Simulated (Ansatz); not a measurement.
# Calculations on Zn$_{31}$S$_{33}$

## 1. Relaxation

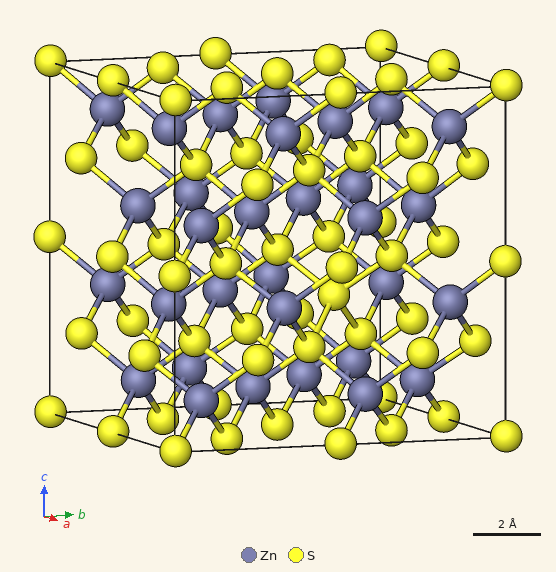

This is the input geometry for a relaxation of a defect cell of composition Zn₃₁S₃₃ (cell charge −1). Style: ball-and-stick. Shown: the cell of the calculation (origin shifted), slightly off an axis.

These are results of Ansatz, DFT, PBEsol, PAW, plane waves, not measurements.

(plane-wave cutoff 420 eV; k-point mesh 1 × 1 × 1; mesh shifted by (0.25, 0.25, 0.25); collinear spin; atoms relaxed in a fixed cell; force threshold 0.03 eV/Å; at most 80 steps)

```
CELL_PARAMETERS angstrom
10.71254 0.00000 0.00000
0.00000 10.71254 0.00000
0.00000 0.00000 10.71254
ATOMIC_POSITIONS crystal
Zn 0.00229 0.00031 0.99847
Zn 0.99949 0.00231 0.49854
Zn 0.99991 0.50250 0.00019
Zn 0.99744 0.49745 0.50151
Zn 0.49838 0.00015 0.99906
Zn 0.49710 0.99847 0.49842
Zn 0.50156 0.50032 0.99846
Zn 0.25034 0.24808 0.99997
Zn 0.24678 0.24914 0.50002
Zn 0.25265 0.74755 0.99908
Zn 0.24847 0.75009 0.50064
Zn 0.74786 0.25004 0.00087
Zn 0.75059 0.25238 0.50444
Zn 0.74827 0.75224 0.00018
Zn 0.75229 0.75339 0.50046
Zn 0.24893 0.00094 0.25361
Zn 0.24929 0.99916 0.75067
Zn 0.25117 0.50102 0.24888
Zn 0.25082 0.49915 0.75141
Zn 0.74887 0.00178 0.25189
Zn 0.75197 0.00078 0.75024
Zn 0.74722 0.49833 0.24870
Zn 0.74911 0.49695 0.75079
Zn 0.99825 0.25006 0.24962
Zn 0.00115 0.25382 0.74816
Zn 0.99895 0.74605 0.24889
Zn 0.99979 0.74974 0.74858
Zn 0.50205 0.25157 0.25344
Zn 0.50155 0.24808 0.75127
Zn 0.50190 0.74879 0.25227
Zn 0.49947 0.75319 0.74846
S 0.50058 0.49687 0.50449
S 0.12318 0.12258 0.12432
S 0.12741 0.12345 0.62220
S 0.12683 0.62484 0.12557
S 0.12379 0.62388 0.62280
S 0.62527 0.12588 0.12377
S 0.62587 0.12257 0.62308
S 0.62505 0.62377 0.12650
S 0.62450 0.62492 0.62385
S 0.37420 0.37323 0.12563
S 0.37415 0.37437 0.62374
S 0.37698 0.87565 0.12744
S 0.37503 0.87425 0.62513
S 0.87495 0.37549 0.12728
S 0.87758 0.37845 0.62898
S 0.87624 0.87606 0.12722
S 0.87415 0.87406 0.62557
S 0.37783 0.12155 0.37454
S 0.37368 0.12790 0.87562
S 0.37566 0.62565 0.37323
S 0.37362 0.62419 0.87926
S 0.87576 0.12531 0.37590
S 0.87417 0.12427 0.87486
S 0.87372 0.62446 0.37476
S 0.87745 0.62254 0.87393
S 0.12339 0.37724 0.36983
S 0.12637 0.37397 0.87013
S 0.12734 0.87488 0.37857
S 0.12432 0.87442 0.87734
S 0.62820 0.37425 0.37484
S 0.62163 0.37604 0.87774
S 0.62700 0.87645 0.37118
S 0.62534 0.86958 0.87532
```

**What does the optimiser find from here?**

The largest move is that of S42, 0.33 Å roughly along [−1 −1 1]. By element the largest moves are S 0.33 Å, Zn 0.08 Å. The cell doesn't change. Among the contacts that change: S32–S42 2.278 → 2.624 Å, S32–S40 2.298 → 2.634 Å, S32–S61 2.350 → 2.622 Å, S32–S51 2.381 → 2.619 Å. Bond angles that change, for instance: Zn18–S51–S32 109.3° → 100.2°, Zn19–S42–Zn29 108.5° → 115.9°, S37–Zn28–S61 109.5° → 102.6°. After 4 geometry steps the energy has fallen by 1.523 eV per cell of the calculation. The largest force component goes from 1.4 to 0.015 eV/Å.

Step by step:

```tsv
step	E − E(0), meV/atom	largest force component, eV/Å
0	0.00	1.4261
1	-16.04	0.8772
2	-23.71	0.0654
3	-23.79	0.0392
4	-23.80	0.0145
```

After the run, drawn alike:

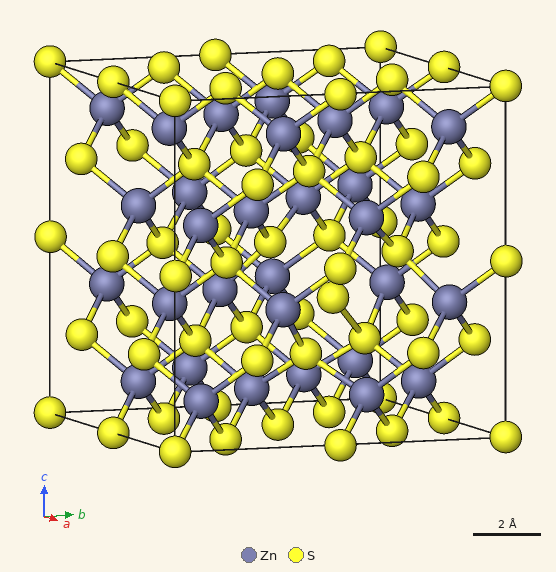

Limits of the set-up: the cell is charged, on a uniform background, and energies carry no finite-size correction.

## 2. Relaxation

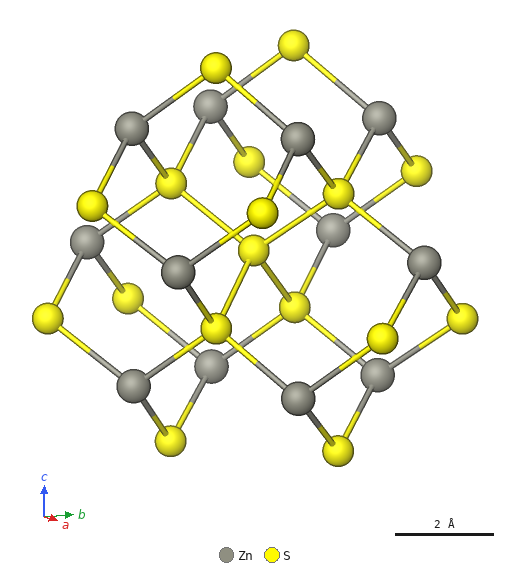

This is the input geometry for a relaxation of a defect cell of composition Zn$_{31}$S$_{33}$ (cell charge −2). Style: ball-and-stick. Shown: the atoms within 5.0 Å of the atom that moves most (axes of the cell of the calculation (origin shifted)), slightly off an axis.

Method: DFT, PBEsol, PAW, plane waves (Ansatz).

Settings: plane-wave cutoff 420 eV; k-point mesh 1 × 1 × 1; mesh shifted by (0.25, 0.25, 0.25); no spin polarisation; atoms relaxed in a fixed cell; force threshold 0.03 eV/Å; at most 80 steps.

```
CELL_PARAMETERS angstrom
10.71254 0.00000 0.00000
0.00000 10.71254 0.00000
0.00000 0.00000 10.71254
ATOMIC_POSITIONS crystal
Zn 0.00229 0.00031 0.99847
Zn 0.99949 0.00231 0.49854
Zn 0.99991 0.50250 0.00019
Zn 0.99744 0.49745 0.50151
Zn 0.49838 0.00015 0.99906
Zn 0.49710 0.99847 0.49842
Zn 0.50156 0.50032 0.99846
Zn 0.25034 0.24808 0.99997
Zn 0.24678 0.24914 0.50002
Zn 0.25265 0.74755 0.99908
Zn 0.24847 0.75009 0.50064
Zn 0.74786 0.25004 0.00087
Zn 0.75059 0.25238 0.50444
Zn 0.74827 0.75224 0.00018
Zn 0.75229 0.75339 0.50046
Zn 0.24893 0.00094 0.25361
Zn 0.24929 0.99916 0.75067
Zn 0.25117 0.50102 0.24888
Zn 0.25082 0.49915 0.75141
Zn 0.74887 0.00178 0.25189
Zn 0.75197 0.00078 0.75024
Zn 0.74722 0.49833 0.24870
Zn 0.74911 0.49695 0.75079
Zn 0.99825 0.25006 0.24962
Zn 0.00115 0.25382 0.74816
Zn 0.99895 0.74605 0.24889
Zn 0.99979 0.74974 0.74858
Zn 0.50205 0.25157 0.25344
Zn 0.50155 0.24808 0.75127
Zn 0.50190 0.74879 0.25227
Zn 0.49947 0.75319 0.74846
S 0.50058 0.49687 0.50449
S 0.12318 0.12258 0.12432
S 0.12741 0.12345 0.62220
S 0.12683 0.62484 0.12557
S 0.12379 0.62388 0.62280
S 0.62527 0.12588 0.12377
S 0.62587 0.12257 0.62308
S 0.62505 0.62377 0.12650
S 0.62450 0.62492 0.62385
S 0.37420 0.37323 0.12563
S 0.37415 0.37437 0.62374
S 0.37698 0.87565 0.12744
S 0.37503 0.87425 0.62513
S 0.87495 0.37549 0.12728
S 0.87758 0.37845 0.62898
S 0.87624 0.87606 0.12722
S 0.87415 0.87406 0.62557
S 0.37783 0.12155 0.37454
S 0.37368 0.12790 0.87562
S 0.37566 0.62565 0.37323
S 0.37362 0.62419 0.87926
S 0.87576 0.12531 0.37590
S 0.87417 0.12427 0.87486
S 0.87372 0.62446 0.37476
S 0.87745 0.62254 0.87393
S 0.12339 0.37724 0.36983
S 0.12637 0.37397 0.87013
S 0.12734 0.87488 0.37857
S 0.12432 0.87442 0.87734
S 0.62820 0.37425 0.37484
S 0.62163 0.37604 0.87774
S 0.62700 0.87645 0.37118
S 0.62534 0.86958 0.87532
```

Predict the outcome.

Answer. Over 13 geometry steps the energy falls by 4.977 eV per cell of the calculation. The largest force component goes from 2.8 to 0.017 eV/Å. S32 moves most: 1.48 Å along [−1 −3 1]. Largest moves by element: S 1.48 Å, Zn 0.44 Å. The lattice vectors keep their values. Among the contacts that change: Zn9–S32 3.800 → 2.430 Å, Zn29–S32 3.754 → 2.421 Å, S32–S40 2.298 → 3.295 Å, S32–S51 2.381 → 3.302 Å. Bonds break, among them: S32–S40 (2.30 → 3.29 Å), S32–S51 (2.38 → 3.30 Å). Bond angles that change, for instance: Zn9–S42–S32 111.2° → 63.2°, Zn29–S42–S32 108.1° → 62.9°, Zn9–S42–Zn19 109.5° → 129.2°. The run took 16 s on 1 × NVIDIA GB300 Max-Q with 8 threads of Arm Neoverse-V2, peak memory 2 GiB.

History of the run:

```csv
step,"E − E(0), meV/atom","largest force component, eV/Å"
0,0.00,2.7551
1,-27.78,3.1553
2,-47.15,2.2203
3,-57.89,0.7348
4,-63.39,0.8312
5,-66.53,0.3840
6,-68.93,0.4317
7,-71.57,0.3112
8,-74.09,0.2431
9,-76.69,0.1550
10,-76.88,0.2933
11,-77.61,0.1659
12,-77.75,0.0513
13,-77.77,0.0167
```

After the run, drawn alike:

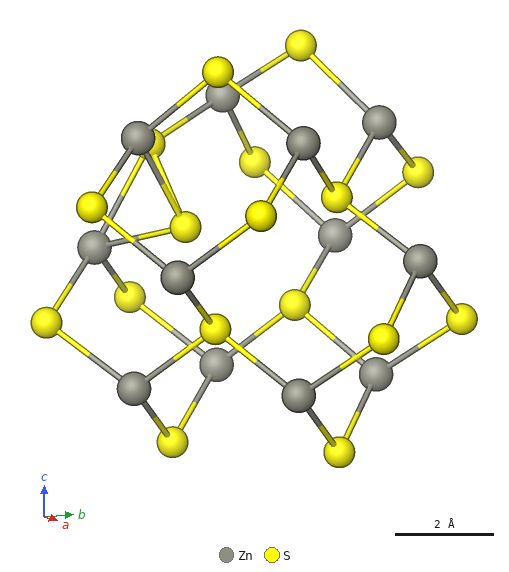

Limits of the set-up: the cell is charged, on a uniform background, and energies carry no finite-size correction.

## 3. Defect

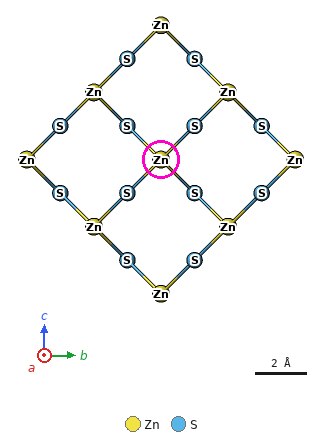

Perfect ZnS. Style: ball-and-stick. Shown: the atoms within 5.4 Å of one point, in a slice 4.2 Å thick across the line of sight, along the a axis.

Level of theory: Ansatz 0.2.0, DFT, PBEsol, PAW, plane waves. Set-up: plane-wave cutoff 420 eV; k-point mesh 1 × 1 × 1; mesh shifted by (0.25, 0.25, 0.25); collinear spin. Fermi-Dirac smearing of 0.01 eV. A uniform background neutralises the charged cell. The axes drawn are those of the host's conventional cell.

A zinc atom is replaced by sulfur at the ringed place, in charge state +3. The supercell has 64 sites, and the atoms are relaxed at the host's cell.

Q: Predict the relaxed surroundings of the defect.

A: In the host the Zn atom has 4 S at 2.32 Å; the S atom ends with 4 S at 2.11 to 2.46 Å. Of the host's atoms, a sulfur atom moves furthest from its site, by 0.17 Å. The cell's net moment is 0.60 μB.

The relaxed defect, seen from the same direction:

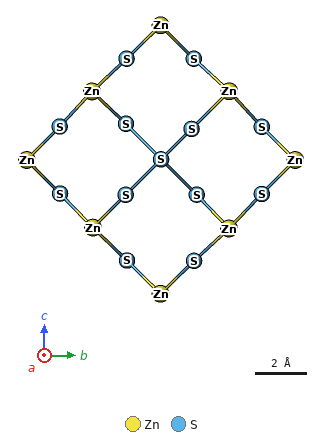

Limits of the set-up: the cell is charged, on a uniform background, and energies carry no finite-size correction.

## 4. Defect

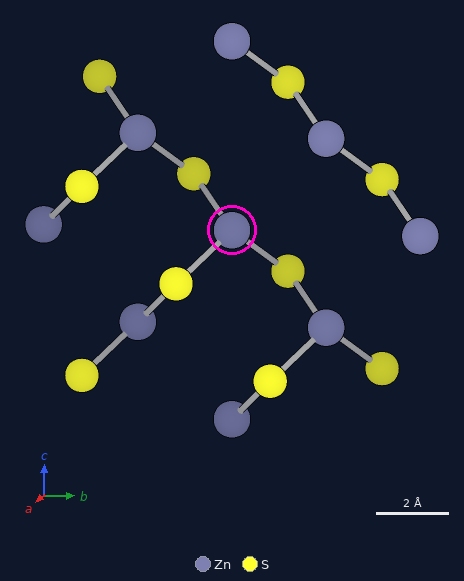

Perfect ZnS. Style: ball-and-stick. Shown: the atoms within 6.0 Å of one point, in a slice 3.4 Å thick across the line of sight, slightly off an axis.

Level of theory: DFT, PBEsol, PAW, plane waves in Ansatz. (plane-wave cutoff 420 eV; k-point mesh 1 × 1 × 1; mesh shifted by (0.25, 0.25, 0.25); no spin polarisation) Fermi-Dirac smearing of 0.01 eV. A uniform background neutralises the charged cell. The axes drawn are those of the host's conventional cell.

A zinc atom is replaced by sulfur at the ringed place, in charge state −2. The supercell has 64 sites, and the atoms are relaxed at the host's cell.

**Predict the relaxed surroundings of the defect.**

In the host the Zn atom has 4 S at 2.32 Å; the S atom ends with 1 S at 2.19 Å, 2 Zn at 2.42 to 2.43 Å. Of the host's atoms, a sulfur atom moves furthest from its site, by 1.08 Å. The S atom itself moves 1.55 Å from where it was put.

The relaxed defect, seen from the same direction:

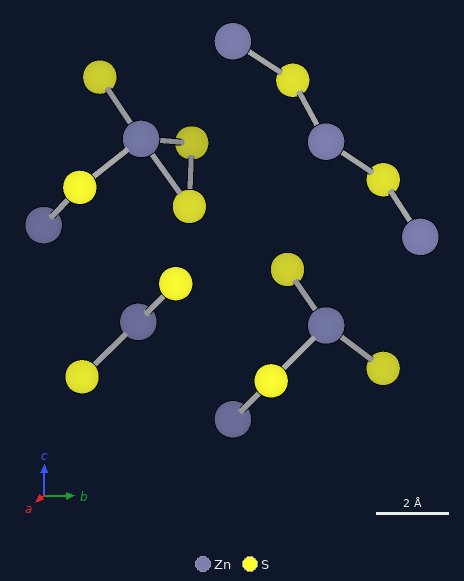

Limits of the set-up: the cell is charged, on a uniform background, and energies carry no finite-size correction.
